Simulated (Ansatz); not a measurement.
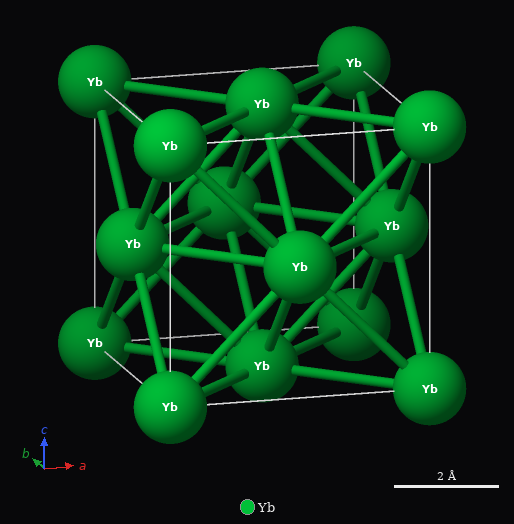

Drawn in the ball-and-stick manner and seen slightly off an axis. The lines enclose the conventional unit cell; boundary atoms appear with their images.

Q: Determine the atoms per cell.

A: 4 (ytterbium), counting shared atoms by their share.

Q: What lattice type does the structure have?

A: Face-centred cubic.

Q: What is the name of this structure type?

A: Face-centred cubic (Cu type).

Its origin is the standard structure of this element. The cell was then strained or its atoms displaced on purpose. It was the input of a calculation with Ansatz.
